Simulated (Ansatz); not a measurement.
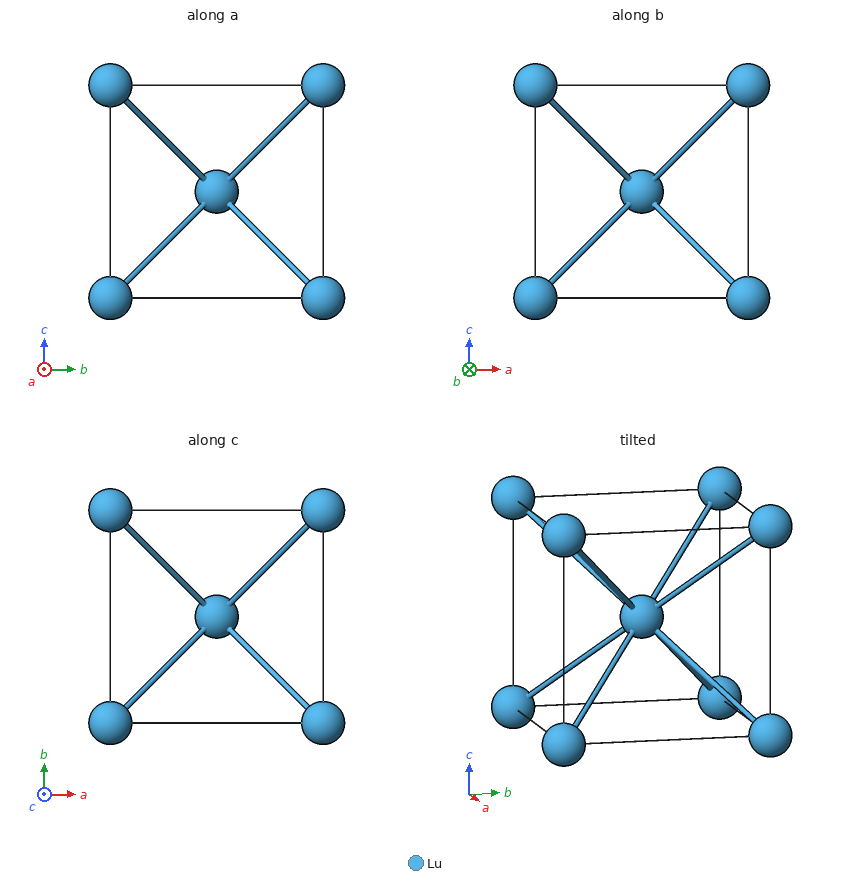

View along the a axis, along the b axis, along the c axis and slightly off an axis, drawn as a ball-and-stick model. The frame is the conventional unit cell; atoms at its boundary are shown with their periodic copies.

Lattice parameters: a = 3.744 Å, b = 3.744 Å, c = 3.744 Å, α = 90.00°, β = 90.00°, γ = 90.00°.

Write the structure as a table of Wyckoff sites.

Answer. Space group Im-3m (No. 229).
| atom | site | x | y | z |
| --- | --- | --- | --- | --- |
| Lu | 2a | 0.0000 | 0.0000 | 0.0000 |

The structure comes from a structure type filled with this element by a generator (whether the element takes this form wasn't checked). The geometry is the end of a relaxation with DFT, LDA (PW92), plane waves (420 eV) with PAW, scalar-relativistic (Ansatz 0.2.0).
